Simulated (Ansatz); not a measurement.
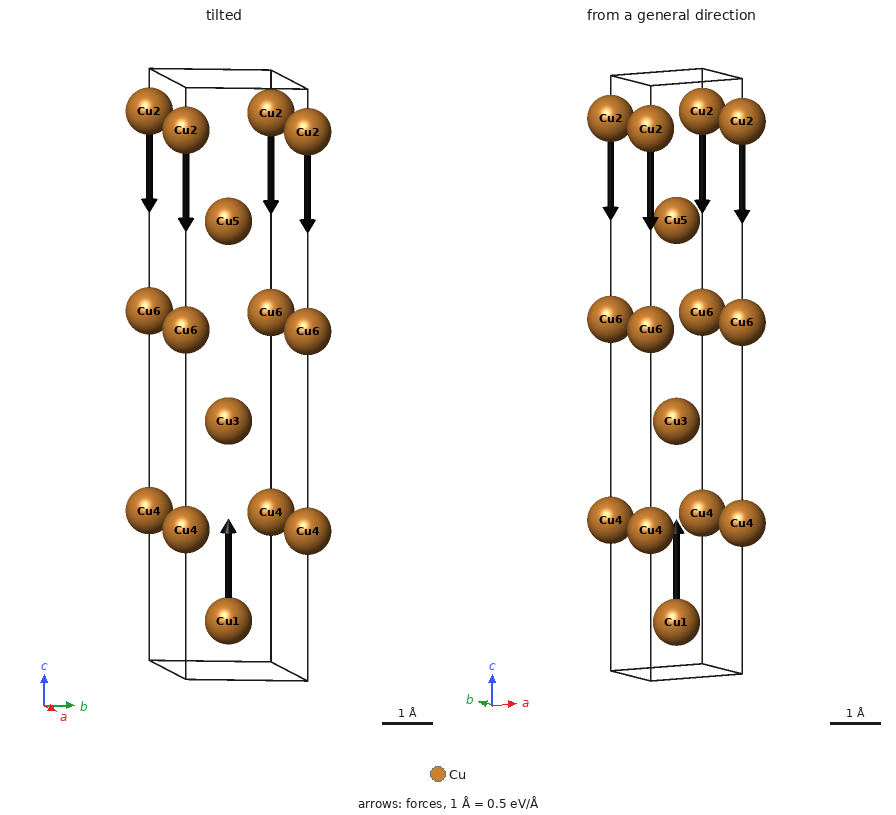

Spheres-only representation of a periodic structure, projected slightly off an axis and from a general direction. One simulation cell is outlined, and atoms on its boundary appear in each equivalent place. The arrows are the computed forces on the atoms.

System: Cu. Level of theory and settings: DFT PBEsol, scalar-relativistic, plane waves, PAW in Ansatz, an energy cutoff of 420 eV, a 20×20×4 sampling of the Brillouin zone, Gaussian smearing of 0.15 eV, no spin polarisation.

> Could this be the end point of a relaxation?

No. The atoms still feel forces of up to about 0.82 eV/Å, far above a usual threshold of 0.01 to 0.03 eV/Å.

> Which atom carries the strongest force?

Cu1 and Cu2, about 0.82 eV/Å.

The structure was taken from a structure listed in the Materials Project. The cell was then strained or its atoms displaced on purpose. It went into a calculation with Ansatz.
